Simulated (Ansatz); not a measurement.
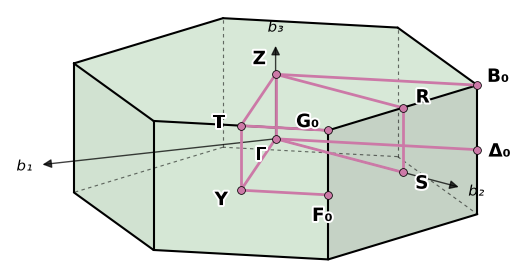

The figure shows the first Brillouin zone with its special points and a band path. Crystal: I, the end point of a relaxation at fixed volume with DFT PBE+D3(BJ), scalar-relativistic, plane waves, PAW in Ansatz 0.2.0. Symmetry computed with spglib at a tolerance of 0.002 Å; standard conventional cell.

Labels and path follow the convention of Hinuma et al. (2017), as computed by seekpath; the arrows show the directions of the reciprocal primitive vectors b₁, b₂, b₃.

**Name the Bravais lattice of the crystal.**

A base-centred orthorhombic lattice (oC; extended symbol oC2). The zone is a hexagonal prism in its combinatorial type: 8 faces (6 with 4 edges, 2 with 6 edges), 18 edges, 12 vertices.

**In which order does the conventional band path visit the special points?**

Γ–Y–F₀ | Δ₀–Γ–Z–B₀ | G₀–T–Y | Γ–S–R–Z–T
